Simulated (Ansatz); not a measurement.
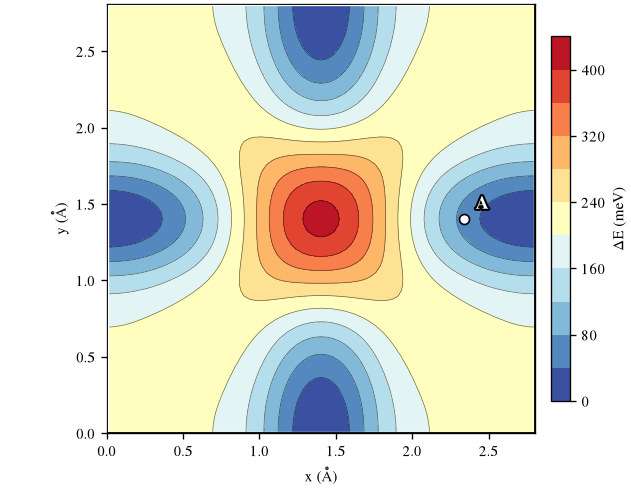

H on a Pt(100) slab cut from the Fm-3m phase, its upper half relaxed before the scan (3 atoms of substrate and one adsorbate in a 1 × 1 cell). H is moved over the surface cell; relaxed at each place: the height of the adsorbate's atoms; substrate rigid; the origin of the map has the adsorbate above Pt3. Places are given modulo a cell vector. The map is drawn in real space over the plane of the surface. The scan uses a 6 × 6 grid; 10 points were computed and 26 follow by symmetry. Energies: meV, counted from the lowest grid point. With one adsorbate in each 1 × 1 cell, its nearest image is 2.8 Å away, so neighbouring adsorbates interact. All numbers below come from Ansatz 0.2.0, DFT PBE, scalar-relativistic, plane waves, PAW. Settings: cutoff 420 eV, k-mesh 9×9×1, gaussian smearing 0.1 eV, no spin polarisation.

In the figure: filled contours, the outline of one cell of the plane, the point A. Between grid points the surface is interpolated.

**Is A at rest? If not, where is it pushed?**

A, at (5/6, 3/6) of the cell vectors, is not a stationary point. The computed force is 0.28 eV/Å in the plane, pointing right in the picture (components 0.28 and 0.00 eV/Å).

PAW datasets: the set soft_1.
